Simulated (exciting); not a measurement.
## Energy of I along an even scaling of the cell

System: I (I4/mmm, 1 atom in the cell).
Method: Kohn-Sham DFT of a periodic cell, PBE, all-electron LAPW+lo, shipped species files, no spin polarisation (exciting sodium).

The 7 runs differ only in the geometry, by an even scaling of the cell at fixed fractional positions. The structure derives from a Materials Project entry.

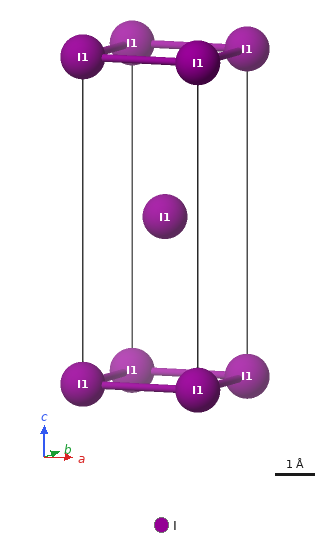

Figure 1. The structure of run 4 (ball-and-stick view of the cell 2 times as large as that of the calculation, set on its symmetry axes, seen slightly off an axis; atoms are numbered from 1 in the order of the input).

### Input of run 4
```
<input>
  <title>I</title>
  <structure speciespath="./" tshift="false">
    <crystal scale="1">
      <basevect>-3.056548858633 3.056548858633 8.059319094113</basevect>
      <basevect>3.056548858633 -3.056548858633 8.059319094113</basevect>
      <basevect>3.056548858633 3.056548858633 -8.059319094113</basevect>
    </crystal>
    <species speciesfile="I.xml" rmt="2.3">
      <atom coord="0.000000000000 0.000000000000 0.000000000000"/>
    </species>
  </structure>
  <groundstate do="fromscratch" ngridk="11 11 11" rgkmax="9" gmaxvr="14" lmaxapw="10" lmaxmat="10" lmaxvr="8" xctype="GGA_PBE" stype="Fermi Dirac" swidth="0.00183747" nempty="8" ValenceRelativity="iora*" epsengy="1e-05" epspot="1e-05" maxscl="60" tforce="true" outputlevel="normal"/>
</input>
```

Command:
```bash
OMP_NUM_THREADS=1 exciting_smp
```

Run 6 has the same physical settings and fractional positions; its lattice vectors (Å) are:
```
  -1.638741    1.638741    4.320930
   1.638741   -1.638741    4.320930
   1.638741    1.638741   -4.320930
```

### Results, with one run withheld

| run | volume per atom (Å³) | free energy per atom, from the lowest run given (meV) |
| --- | --- | --- |
| 1 | 41.952 | 15.96 |
| 2 | 42.845 | 7.27 |
| 3 | 43.737 | 2.20 |
| 4 | 44.630 | 0.00 |
| 5 | 45.522 | 0.35 |
| 6 | 46.415 | ? |
| 7 | 47.308 | 7.67 |

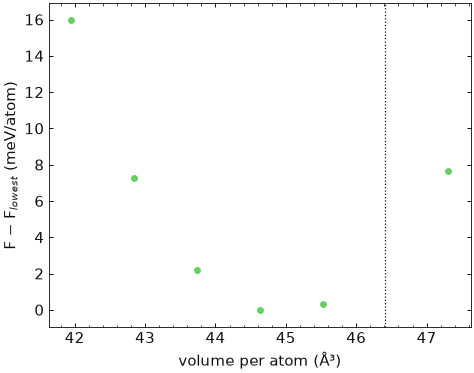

Figure 2. Free energy per atom of the runs given; the dotted line marks run 6.

Fit the runs given and predict run 6.

A cubic polynomial in V^(−2/3) (the Birch–Murnaghan form), fitted to the 6 runs given, misses them by at most 0.06 meV per atom. With x = V^(−2/3) − 0.07990 Å⁻², it reads F = 0.50577 + 1747.9 x + 1.161e+06 x² + 1.5369e+07 x³ (meV per atom). At run 6 it gives 3.05 meV per atom, and the run itself gives 2.97. The fit has its minimum at 44.920 Å³ per atom, where V d²F/dV² gives 22.4 GPa. Cell shape and fractional positions are held, so this is the stiffness under even scaling; the relaxed bulk modulus wasn't computed and can be far lower in a crystal of layers, chains or molecules like this one.

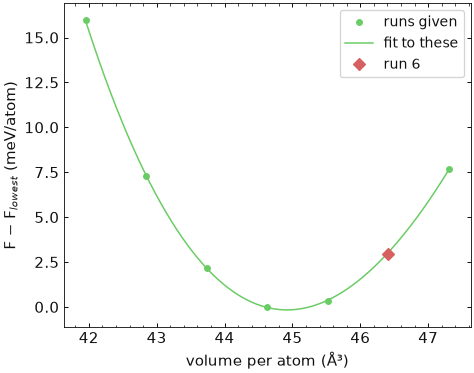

Figure 3. The fit and the withheld run.

### Some lines of the output (run 6)
```
[...]
 DOS at Fermi energy (states/Ha/cell)       :        23.52491166
 Absolute change in total energy   (target) :  0.464512E-04  ( 0.100000E-04)
 Total energy                               :     -7119.06357259
 Fermi energy                               :         0.07731969
 DOS at Fermi energy (states/Ha/cell)       :        23.52491915
 Absolute change in total energy   (target) :  0.189021E-04  ( 0.100000E-04)
 Total energy                               :     -7119.06357221
 DOS at Fermi energy (states/Ha/cell)       :        23.52491858
 Absolute change in total energy   (target) :  0.378479E-06  ( 0.100000E-04)
 Total energy                               :     -7119.06357206
 DOS at Fermi energy (states/Ha/cell)       :        23.52491872
 Absolute change in total energy   (target) :  0.145188E-06  ( 0.100000E-04)
 Total energy                               :     -7119.06357204
 DOS at Fermi energy (states/Ha/cell)       :        23.52491865
```

Notes: The cell holds an odd number of electrons but the run has no spin polarisation, so it comes out as a metal.
